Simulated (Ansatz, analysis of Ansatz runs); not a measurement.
**Cu-H pair in ZnO: local vibrational mode, r2SCAN**

Aim: the local vibrational mode of the Cu-H pair in ZnO, to be set beside the measurement. Set-up: r2SCAN, 72-site cell, r2SCAN lattice, 500 eV, k: the single point 1/4 1/4 1/4, anharmonic cut along the mode. The model is a cell of 72 host atoms with Cu put on another atom's site and H put in between. The frequencies come from force constants among the defect atom and its neighbours, with the masses of the isotopes named. A meta-GGA costs about twice a GGA and mends lattice constants and part of the gap.

Measured beforehand: O-H stretch, 1H: 3191.8 cm⁻¹, by IR absorption (quoted in “Hydrogen-related defects in hydrothermally grown ZnO studied by Fourier Transform Infrared Spectroscopy”, 2010, Halvard Haug, quoting earlier work (1978)). O-D stretch, 2H: 2379 cm⁻¹, by IR absorption (quoted in “Hydrogen-related defects in hydrothermally grown ZnO studied by Fourier Transform Infrared Spectroscopy”, 2010, Halvard Haug, quoting earlier work (1978)). The runs below try to reproduce this.

Method: plane-wave PAW DFT, r2SCAN; relaxation of all atoms of a defect supercell, in Ansatz 0.2.0.

## Step 1: Set-up

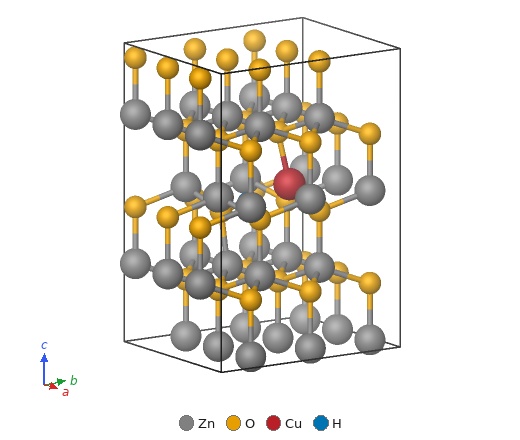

The starting structure, seen slightly off an axis (zinc grey, oxygen orange, copper red, hydrogen blue). H lies hidden behind other atoms in this view.

The cell holds 73 atoms: 35 Zn, 36 O, 1 Cu and 1 H. Cell: a = 9.706 Å, b = 9.706 Å, c = 10.422 Å, α = 90.0°, β = 90.0°, γ = 120.0°. It derives from ZnO (space group P6_3mc). Nearest the centre at fractional (0.521, 0.375, 0.481): H73 at 0.62 Å, Cu38 at 1.07 Å, O28 at 1.60 Å, O39 at 2.25 Å, O60 at 2.26 Å, O36 at 2.26 Å, Zn25 at 2.73 Å, Zn30 at 2.75 Å.

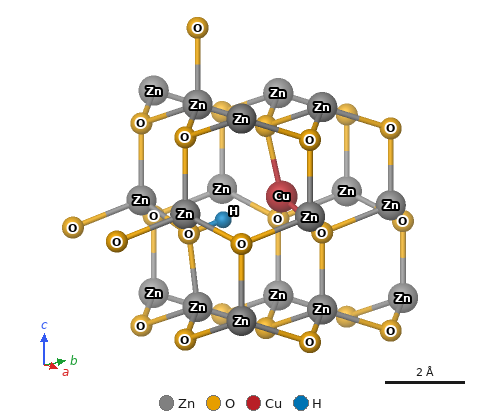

The atoms within 5 Å of the centre.

The host's primitive cell comes from a first run (plane-wave PAW DFT, r2SCAN; relaxation of the host's cell and atoms): vectors of 3.235, 3.235 and 5.211 Å. That is 11.81 Å³ an atom, 0.8 % under the diffraction cell's volume. The supercell is built on it.

## Step 2: Relaxation, charge 0

Every later number rests on the structure around the defect, so the atoms are relaxed at the host's lattice first.

The input, relax/input.yaml:

```yaml
relax:
  f_tol: 0.01
  max_steps: 80
  random_displacement: { amplitude: 0.02, seed: 265 }
crystal:
  lattice:
    - [9.70585879, 0.0, 0.0]
    - [-4.85292939, 8.40552028, 0.0]
    - [0.0, 0.0, 10.42205779]
  atoms:
    - { symbol: Zn, position: [0.111111111, 0.222222222, 0.249833671] }
    - { symbol: Zn, position: [0.222222222, 0.111111111, -0.000166329] }
    - { symbol: O, position: [0.222222222, 0.111111111, 0.189671329] }
    - { symbol: O, position: [0.111111111, 0.222222222, 0.439671329] }
    - { symbol: Zn, position: [0.111111111, 0.222222222, 0.749833671] }
    - { symbol: Zn, position: [0.222222222, 0.111111111, 0.499833671] }
    - { symbol: O, position: [0.222222222, 0.111111111, 0.689671329] }
    - { symbol: O, position: [0.111111111, 0.222222222, 0.939671329] }
    - { symbol: Zn, position: [0.111111111, 0.555555556, 0.249833671] }
    - { symbol: Zn, position: [0.222222222, 0.444444444, -0.000166329] }
    - { symbol: O, position: [0.222222222, 0.444444444, 0.189671329] }
    - { symbol: O, position: [0.111111111, 0.555555556, 0.439671329] }
    - { symbol: Zn, position: [0.111111111, 0.555555556, 0.749833671] }
    - { symbol: Zn, position: [0.222222222, 0.444444444, 0.499833671] }
    - { symbol: O, position: [0.222222222, 0.444444444, 0.689671329] }
    - { symbol: O, position: [0.111111111, 0.555555556, 0.939671329] }
    - { symbol: Zn, position: [0.111111111, 0.888888889, 0.249833671] }
    - { symbol: Zn, position: [0.222222222, 0.777777778, -0.000166329] }
    - { symbol: O, position: [0.222222222, 0.777777778, 0.189671329] }
    - { symbol: O, position: [0.111111111, 0.888888889, 0.439671329] }
    - { symbol: Zn, position: [0.111111111, 0.888888889, 0.749833671] }
    - { symbol: Zn, position: [0.222222222, 0.777777778, 0.499833671] }
    - { symbol: O, position: [0.222222222, 0.777777778, 0.689671329] }
    - { symbol: O, position: [0.111111111, 0.888888889, 0.939671329] }
    - { symbol: Zn, position: [0.444444444, 0.222222222, 0.249833671] }
    - { symbol: Zn, position: [0.555555556, 0.111111111, -0.000166329] }
    - { symbol: O, position: [0.555555556, 0.111111111, 0.189671329] }
    - { symbol: O, position: [0.430346566, 0.194026466, 0.432033682] }
    - { symbol: Zn, position: [0.444444444, 0.222222222, 0.749833671] }
    - { symbol: Zn, position: [0.555555556, 0.111111111, 0.499833671] }
    - { symbol: O, position: [0.555555556, 0.111111111, 0.689671329] }
    - { symbol: O, position: [0.444444444, 0.222222222, 0.939671329] }
    - { symbol: Zn, position: [0.444444444, 0.555555556, 0.249833671] }
    - { symbol: Zn, position: [0.555555556, 0.444444444, -0.000166329] }
    - { symbol: O, position: [0.555555556, 0.444444444, 0.189671329] }
    - { symbol: O, position: [0.444444444, 0.555555556, 0.439671329] }
    - { symbol: Zn, position: [0.444444444, 0.555555556, 0.749833671] }
    - { symbol: Cu, position: [0.580931736, 0.495196806, 0.51357376] }
    - { symbol: O, position: [0.555555556, 0.444444444, 0.689671329] }
    - { symbol: O, position: [0.444444444, 0.555555556, 0.939671329] }
    - { symbol: Zn, position: [0.444444444, 0.888888889, 0.249833671] }
    - { symbol: Zn, position: [0.555555556, 0.777777778, -0.000166329] }
    - { symbol: O, position: [0.555555556, 0.777777778, 0.189671329] }
    - { symbol: O, position: [0.444444444, 0.888888889, 0.439671329] }
    - { symbol: Zn, position: [0.444444444, 0.888888889, 0.749833671] }
    - { symbol: Zn, position: [0.555555556, 0.777777778, 0.499833671] }
    - { symbol: O, position: [0.555555556, 0.777777778, 0.689671329] }
    - { symbol: O, position: [0.444444444, 0.888888889, 0.939671329] }
    - { symbol: Zn, position: [0.777777778, 0.222222222, 0.249833671] }
    - { symbol: Zn, position: [0.888888889, 0.111111111, -0.000166329] }
    - { symbol: O, position: [0.888888889, 0.111111111, 0.189671329] }
    - { symbol: O, position: [0.777777778, 0.222222222, 0.439671329] }
    - { symbol: Zn, position: [0.777777778, 0.222222222, 0.749833671] }
    - { symbol: Zn, position: [0.888888889, 0.111111111, 0.499833671] }
    - { symbol: O, position: [0.888888889, 0.111111111, 0.689671329] }
    - { symbol: O, position: [0.777777778, 0.222222222, 0.939671329] }
    - { symbol: Zn, position: [0.777777778, 0.555555556, 0.249833671] }
    - { symbol: Zn, position: [0.888888889, 0.444444444, -0.000166329] }
    - { symbol: O, position: [0.888888889, 0.444444444, 0.189671329] }
    - { symbol: O, position: [0.777777778, 0.555555556, 0.439671329] }
    - { symbol: Zn, position: [0.777777778, 0.555555556, 0.749833671] }
    - { symbol: Zn, position: [0.888888889, 0.444444444, 0.499833671] }
    - { symbol: O, position: [0.888888889, 0.444444444, 0.689671329] }
    - { symbol: O, position: [0.777777778, 0.555555556, 0.939671329] }
    - { symbol: Zn, position: [0.777777778, 0.888888889, 0.249833671] }
    - { symbol: Zn, position: [0.888888889, 0.777777778, -0.000166329] }
    - { symbol: O, position: [0.888888889, 0.777777778, 0.189671329] }
    - { symbol: O, position: [0.777777778, 0.888888889, 0.439671329] }
    - { symbol: Zn, position: [0.777777778, 0.888888889, 0.749833671] }
    - { symbol: Zn, position: [0.888888889, 0.777777778, 0.499833671] }
    - { symbol: O, position: [0.888888889, 0.777777778, 0.689671329] }
    - { symbol: O, position: [0.777777778, 0.888888889, 0.939671329] }
    - { symbol: H, position: [0.485994001, 0.305320999, 0.462293329] }
basis:
  ecutwfc: 500
  xc_grid: 2
hamiltonian:
  xc: r2scan
kpoints:
  mp_grid: { grid: [1, 1, 1], shift: [0.25, 0.25, 0.25] }
scf:
  occupations: { method: fermi_dirac, width: 0.01 }
  max_iter: 120
output:
  forces: true
checkpoint:
  write: "../relax.run"
  compress: false
  write_wavefunctions: true
  write_every: 100000
```

Command:

```
> ansatz run input.yaml --threads 8 --pin off --max-ram 14131MiB --backend cpu --events-out ev --progress --plain --runs-dir out
```

Numbers of over 12 decimals in the logs are rounded to 6 here.

Log:

```text
[... repeated set-up lines and file paths are left out, and long positions are rounded to six places ...]
Engine: ansatz 0.2.0, x86_64-unknown-linux-gnu
Pseudopotentials: kind: paw
Pseudopotential: Zn, paw, valence charge 12, recommended cutoff 500 eV (meta_gga), Zn.paw.azcp
Pseudopotential: O, paw, valence charge 6, recommended cutoff 500 eV (meta_gga), O.paw.azcp
Pseudopotential: Cu, paw, valence charge 19, recommended cutoff 500 eV (meta_gga), Cu.paw.azcp
Pseudopotential: H, paw, valence charge 1, recommended cutoff 500 eV (meta_gga), H.paw.azcp
Functional definition: r2SCAN
  parameter k0 = 0.174
  parameter k1 = 0.065
  parameter a1 = 4.9479
  exchange = r2scan_x(k0 = k0, k1 = k1, a1 = a1)
  correlation = r2scan_c
Crystal: 73 atoms, lattice volume = 850.261 Å³
Basis set: ecut = 500 eV, 21585 PW (Γ), exchange–correlation on 144×144×160 points (8 copies of the dense FFT grid, shifted against one another)
Bands: 401, of which v1, the nominal top of the filled ones, is band 328 counted from 1 (327 counted from 0)
Symmetry: 1 space group operations
k-points: 1
Non-local potential: Zn, projectors of the file, l = 0: 2, l = 1: 2, l = 2: 3, l = 3: 1
Non-local potential: O, projectors of the file, l = 0: 2, l = 1: 2, l = 2: 1
Non-local potential: Cu, projectors of the file, l = 0: 3, l = 1: 2, l = 2: 3, l = 3: 1
Non-local potential: H, projectors of the file, l = 0: 2, l = 1: 1
PAW form: soft (Blöchl's): semilocal exchange-correlation on the pseudo side does not see the compensation charge
PAW frozen core: Zn, regenerated for the run's functional (the file was generated under x = pbe(κ = 0.804, μ = 0.219515), c = pbe(β = 0.066725))
PAW frozen core: O, regenerated for the run's functional (the file was generated under x = pbe(κ = 0.804, μ = 0.219515), c = pbe(β = 0.066725))
PAW frozen core: Cu, regenerated for the run's functional (the file was generated under x = pbe(κ = 0.804, μ = 0.219515), c = pbe(β = 0.066725))
PAW one-centre angular grid: Zn, 590 points (default); XC on 261 of its mesh's 2673 points in the sphere
PAW one-centre angular grid: O, 302 points (default); XC on 160 Gauss nodes
PAW one-centre angular grid: Cu, 590 points (default); XC on 160 Gauss nodes
PAW one-centre angular grid: H, 302 points (default); XC on 160 Gauss nodes
Initial density: superposition of atomic densities (neutral atoms: chi_scale 0, normalization atom), corrected by the library's trained network
Initial wavefunctions: pseudopotential atomic-orbital guess
Functional: x = r2scan, c = r2scan; τ floored in thin density (d = 2e-4 eV/Å³)
SCF iter   1: F=—  HF=-143536.258819 eV  |F-HF|=—  |Δ(HF+E_count)|=         —  Δρ=2.20e-2  dr2=2.28e0  dr2_τ=1.82e0  ethr=1.77e-3  ⟨swp⟩=6.0  Hψ=1669  notcnv=0  defer=5
preconditioner: auto → Resta (q_TF=auto, 2.613 Å⁻¹)  ε∞=6.6  [insulator: Δε(μ)=1.734 eV  Ē_g=13.675 eV  σ=0.010 eV  W_gap=1.00  n_scr=242 (ndim 8)  ℏωp=32.4 eV  f_vac=0.035  D(μ)=0.00/eV (n_scr^D=0)  ε∞_Penn≈6.6]
SCF iter   2: F=—  HF=-143536.639541 eV  |F-HF|=—  |Δ(HF+E_count)|=   3.81e-1  Δρ=8.44e-3  dr2=3.87e-1  dr2_τ=1.53e-2  ethr=3.47e-4  ⟨swp⟩=3.0  Hψ=797  notcnv=0  defer=67
SCF iter   3: F=—  HF=-143536.551290 eV  |F-HF|=—  |Δ(HF+E_count)|=   8.83e-2  Δρ=7.27e-3  dr2=3.27e-1  dr2_τ=5.08e-3  ethr=5.90e-5  ⟨swp⟩=3.0  Hψ=801  notcnv=0  defer=67
SCF iter   4: F=—  HF=-143536.514313 eV  |F-HF|=—  |Δ(HF+E_count)|=   3.70e-2  Δρ=4.26e-3  dr2=8.17e-2  dr2_τ=1.57e-3  ethr=4.99e-5  ⟨swp⟩=2.0  Hψ=796  notcnv=0  defer=67
SCF iter   5: F=—  HF=-143536.487689 eV  |F-HF|=—  |Δ(HF+E_count)|=   2.66e-2  Δρ=1.24e-3  dr2=8.95e-3  dr2_τ=2.83e-4  ethr=1.25e-5  ⟨swp⟩=2.0  Hψ=668  notcnv=0  defer=67
SCF iter   6: F=—  HF=-143536.487914 eV  |F-HF|=—  |Δ(HF+E_count)|=   2.25e-4  Δρ=4.62e-4  dr2=1.46e-3  dr2_τ=3.73e-5  ethr=1.36e-6  ⟨swp⟩=2.0  Hψ=668  notcnv=0  defer=67
SCF iter   7: F=—  HF=-143536.488493 eV  |F-HF|=—  |Δ(HF+E_count)|=   5.79e-4  Δρ=1.88e-4  dr2=2.70e-4  dr2_τ=2.42e-5  ethr=2.23e-7  ⟨swp⟩=2.0  Hψ=662  notcnv=0  defer=67
SCF iter   8: F=—  HF=-143536.488464 eV  |F-HF|=—  |Δ(HF+E_count)|=   2.90e-5  Δρ=1.08e-4  dr2=8.01e-5  dr2_τ=3.62e-6  ethr=4.11e-8  ⟨swp⟩=2.0  Hψ=653  notcnv=0  defer=67
SCF iter   9: F=—  HF=-143536.488458 eV  |F-HF|=—  |Δ(HF+E_count)|=   5.79e-6  Δρ=3.06e-5  dr2=7.98e-6  dr2_τ=4.04e-7  ethr=1.22e-8  ⟨swp⟩=2.0  Hψ=662  notcnv=0  defer=67
SCF iter  10: F=-143536.488455 eV  HF=-143536.488457 eV  |F-HF|=1.65e-6  |Δ(HF+E_count)|=   1.62e-6  Δρ=1.66e-5  dr2=1.85e-6  dr2_τ=4.54e-8  ethr=3.81e-10  ⟨swp⟩=5.0  Hψ=1597  notcnv=0
SCF 1 converged in 10 iterations: F = -143536.488455 eV  dr2 = 1.85e-6
  greatest PAW one-centre occupation: 1.000 electrons in one spin orbital (limit 2), on the Cu atom at site 37 (counted from 0), in its partial waves of l = 0
relax step   1: F+E_penalty+E_count = -143536.48845518 eV  Δ(F+E_penalty+E_count) = +0.000e0 eV  max|allowed force component| = 1.610e0 eV/Å  Δτ_max = 0.0000 Å  (10 SCF iters, dr2 threshold 2.50e-6 eV, accepted)
[... the SCF cycles and remarks between the steps are left out from here to the last step ...]
relax step   2: F+E_penalty+E_count = -143536.92868292 eV  Δ(F+E_penalty+E_count) = -4.402e-1 eV  max|allowed force component| = 9.569e-1 eV/Å  Δτ_max = 0.0834 Å  (6 SCF iters, dr2 threshold 1.00e-4 eV, accepted)
relax step   3: F+E_penalty+E_count = -143537.19924842 eV  Δ(F+E_penalty+E_count) = -2.706e-1 eV  max|allowed force component| = 2.207e-1 eV/Å  Δτ_max = 0.1208 Å  (7 SCF iters, dr2 threshold 5.72e-5 eV, accepted)
relax step   4: F+E_penalty+E_count = -143537.20964219 eV  Δ(F+E_penalty+E_count) = -1.039e-2 eV  max|allowed force component| = 1.889e-1 eV/Å  Δτ_max = 0.0791 Å  (7 SCF iters, dr2 threshold 3.04e-6 eV, accepted)
relax step   5: F+E_penalty+E_count = -143537.21958364 eV  Δ(F+E_penalty+E_count) = -9.941e-3 eV  max|allowed force component| = 2.003e-1 eV/Å  Δτ_max = 0.1538 Å  (9 SCF iters, dr2 threshold 2.23e-6 eV, accepted)
relax step   6: F+E_penalty+E_count = -143537.23983838 eV  Δ(F+E_penalty+E_count) = -2.025e-2 eV  max|allowed force component| = 1.284e-1 eV/Å  Δτ_max = 0.2000 Å  (7 SCF iters, dr2 threshold 2.94e-5 eV, accepted)
relax step   7: F+E_penalty+E_count = -143537.25205521 eV  Δ(F+E_penalty+E_count) = -1.222e-2 eV  max|allowed force component| = 6.333e-2 eV/Å  Δτ_max = 0.0326 Å  (7 SCF iters, dr2 threshold 6.78e-6 eV, accepted)
relax step   8: F+E_penalty+E_count = -143537.25280945 eV  Δ(F+E_penalty+E_count) = -7.542e-4 eV  max|allowed force component| = 1.619e-1 eV/Å  Δτ_max = 0.0573 Å  (9 SCF iters, dr2 threshold 9.75e-7 eV, accepted)
relax step   9: F+E_penalty+E_count = -143537.25449460 eV  Δ(F+E_penalty+E_count) = -1.685e-3 eV  max|allowed force component| = 6.617e-2 eV/Å  Δτ_max = 0.0381 Å  (7 SCF iters, dr2 threshold 6.37e-6 eV, accepted)
relax step  10: F+E_penalty+E_count = -143537.25541082 eV  Δ(F+E_penalty+E_count) = -9.162e-4 eV  max|allowed force component| = 1.661e-2 eV/Å  Δτ_max = 0.0149 Å  (7 SCF iters, dr2 threshold 7.32e-7 eV, accepted)
SCF iter   1: F=—  HF=-143537.254608 eV  |F-HF|=—  |Δ(HF+E_count)|=         —  Δρ=1.98e-4  dr2=1.38e-4  dr2_τ=9.93e-4  ethr=1.90e-7  ⟨swp⟩=5.0  Hψ=985  notcnv=0  defer=67
SCF iter   2: F=—  HF=-143537.254734 eV  |F-HF|=—  |Δ(HF+E_count)|=   1.26e-4  Δρ=9.78e-5  dr2=2.83e-5  dr2_τ=1.80e-6  ethr=2.10e-8  ⟨swp⟩=2.0  Hψ=790  notcnv=0  defer=67
SCF iter   3: F=—  HF=-143537.255453 eV  |F-HF|=—  |Δ(HF+E_count)|=   7.19e-4  Δρ=2.92e-5  dr2=4.51e-6  dr2_τ=5.17e-7  ethr=4.32e-9  ⟨swp⟩=2.0  Hψ=662  notcnv=0  defer=67
SCF iter   4: F=—  HF=-143537.255453 eV  |F-HF|=—  |Δ(HF+E_count)|=   6.33e-7  Δρ=2.48e-5  dr2=3.18e-6  dr2_τ=6.05e-8  ethr=6.88e-10  ⟨swp⟩=3.0  Hψ=663  notcnv=0  defer=67
SCF iter   5: F=—  HF=-143537.255453 eV  |F-HF|=—  |Δ(HF+E_count)|=   3.70e-7  Δρ=5.93e-6  dr2=2.48e-7  dr2_τ=2.22e-8  ethr=4.85e-10  ⟨swp⟩=2.0  Hψ=662  notcnv=0  defer=67
SCF iter   6: F=-143537.255453 eV  HF=-143537.255453 eV  |F-HF|=2.53e-8  |Δ(HF+E_count)|=   7.35e-8  Δρ=2.96e-6  dr2=8.05e-8  dr2_τ=3.84e-9  ethr=1.52e-11  ⟨swp⟩=4.0  Hψ=1389  notcnv=0
SCF 11 converged in 6 iterations: F = -143537.255453 eV  dr2 = 8.05e-8
relax step  11: F+E_penalty+E_count = -143537.25545288 eV  Δ(F+E_penalty+E_count) = -4.206e-5 eV  max|allowed force component| = 2.852e-3 eV/Å  Δτ_max = 0.0023 Å  (6 SCF iters, accepted)
NSCF: frozen V_eff on 1 k-points
the band table was solved once a step of the walk had ended and its energy, with any forces and stress, was formed, with the checks that follow a solve (1327 applications of the Hamiltonian). They found nothing against the state; [...]
iter 1 solved again at ethr=1.23e-11 eV; its pass at ethr=3.10e-3 eV (dr2=8.06e-8 eV) is discarded
SCF iter   1: F=—  HF=-143537.255453 eV  |F-HF|=—  |Δ(HF+E_count)|=         —  Δρ=2.96e-6  dr2=8.05e-8  dr2_τ=3.84e-9  ethr=1.23e-11  ⟨swp⟩=1.0  Hψ=1116  notcnv=0
SCF iter   2: F=-143537.255453 eV  HF=-143537.255453 eV  |F-HF|=2.29e-8  |Δ(HF+E_count)|=   5.50e-9  Δρ=2.27e-6  dr2=4.60e-8  dr2_τ=9.68e-10  ethr=1.23e-11  ⟨swp⟩=4.0  Hψ=1389  notcnv=0
SCF 12 converged in 2 iterations: F = -143537.255453 eV  dr2 = 4.60e-8
NSCF: frozen V_eff on 1 k-points
the band table was solved once a step of the walk had ended and its energy, with any forces and stress, was formed, with the checks that follow a solve (1106 applications of the Hamiltonian). They found nothing against the state; [...]
SCF converged after 2 iterations
Free energy (F): -143537.255453 eV
Harris-Foulkes:  -143537.255453 eV  (|F-HF|=2.29e-8)
Internal energy: -143537.255453 eV  (E = F + TS)
E sigma→0 (E₀):  -143537.255453 eV
Fermi energy:    8.877215 eV
--- Per-component energies (eV) ---
  E_band       = 362.234693
  E_kinetic    = 11218.442052
  E_local      = -76021.687682  (includes V_loc(G=0)·N_el)
  E_nonlocal   = 23948.020641
  E_hartree    = 31545.143689
  E_xc         = -7040.122521
  E_vxc        = -5769.748433  (∫ρ·V_xc dr)
  E_paw        = -72351.962099  (= ΣΔE_a)
  E_vpaw       = -16454.627590  (= ΣTr[D̂ρ^β])
  E_aug_tail   = 0.033121  (compensation charges beyond the density's cutoff)
  E_vtau       = 351.504872  (kinetic-family band-sum trace: ∫τ·v_τ [+ j·A + Jᵃ·Aᵃ] dr)
  E_ewald      = -54827.280017
  E_core_change = -7.842636  (= ΣΔE_core)
  E_smearing   = -0.000000  (= −TS)
  E_closure    = -0.000000  (closes the sum)
  Σ components = -143537.255453   (vs F -143537.255453, Δ=0.00e0)
--- Forces (eV/Å), atoms counted from 1 ---
  atom   1  Zn    -0.00057389    -0.00076303    -0.00205120
  atom   2  Zn    -0.00053995    -0.00052307    -0.00262053
  [... 3 atoms left out ...]
  atom   6  Zn     0.00016773    -0.00035853    -0.00049112
  [... 18 atoms left out ...]
  atom  25  Zn     0.00027042    -0.00008973    -0.00273164
  [... 2 atoms left out ...]
  atom  28  O     -0.00009078     0.00027385    -0.00304855
  atom  29  Zn    -0.00094494     0.00014038    -0.00121730
  atom  30  Zn    -0.00035472    -0.00134855    -0.00181423
  [... 5 atoms left out ...]
  atom  36  O      0.00029169    -0.00198391    -0.00234434
  [... 1 atom left out ...]
  atom  38  Cu    -0.00081953    -0.00162570    -0.00054275
  atom  39  O      0.00187110     0.00156725    -0.00182600
  [... 20 atoms left out ...]
  atom  60  O      0.00070335    -0.00089094    -0.00281923
  [... 12 atoms left out ...]
  atom  73  H     -0.00017499     0.00232374     0.00005186
  max |Σ_I F_I| component: 1.21e-1 eV/Å
--- Band table (eV) ---
  k-point 0: bands = ["-106.7689", "-62.8115", "-62.6597", "-62.4172", [... 393 left out ...] "17.8797", "17.8974", "17.9368", "17.9920"]
--- Relaxed structure (11 steps of the walk, 11 accepted, 0 SCFs on fresh bases) ---
  F+E_penalty+E_count = -143537.25545288 eV   max|allowed force component| = 2.852e-3 eV/Å
  atoms:
    - { symbol: Zn, position: [0.109847, 0.222472, 0.249689] }
    - { symbol: Zn, position: [0.218936, 0.109841, -0.001583] }
    [... 3 atoms left out ...]
    - { symbol: Zn, position: [0.209777, 0.104940, 0.502636] }
    [... 18 atoms left out ...]
    - { symbol: Zn, position: [0.441691, 0.218701, 0.234788] }
    [... 2 atoms left out ...]
    - { symbol: O, position: [0.431503, 0.200527, 0.430067] }
    - { symbol: Zn, position: [0.441126, 0.220753, 0.751588] }
    - { symbol: Zn, position: [0.559426, 0.104706, 0.501808] }
    [... 5 atoms left out ...]
    - { symbol: O, position: [0.447766, 0.552574, 0.441554] }
    [... 1 atom left out ...]
    - { symbol: Cu, position: [0.623907, 0.508338, 0.541499] }
    - { symbol: O, position: [0.547746, 0.445322, 0.708856] }
    [... 20 atoms left out ...]
    - { symbol: O, position: [0.793726, 0.566217, 0.428693] }
    [... 12 atoms left out ...]
    - { symbol: H, position: [0.485474, 0.313020, 0.456595] }
```

Run time: 2.6 min. Hardware: 8 threads of AMD EPYC 7B13 (Zen 3), shared host; peak memory 3.1 GiB.

(Part 1 of 2 ends here.)

[Logs are printed without paths, hosts, clocks, repeated set-up lines and the standing remarks that a program may print on its own settings, such as how far it seeks lower states.]

[Hosts, paths, dates, database ids (printed as entryN), source tags and the programs' standing remarks are cut or masked in the printed files.]

[For some hosts the program warned that the k-mesh of the response run may be too coarse for force constants and the static dielectric constant; such warnings are not shown here.]
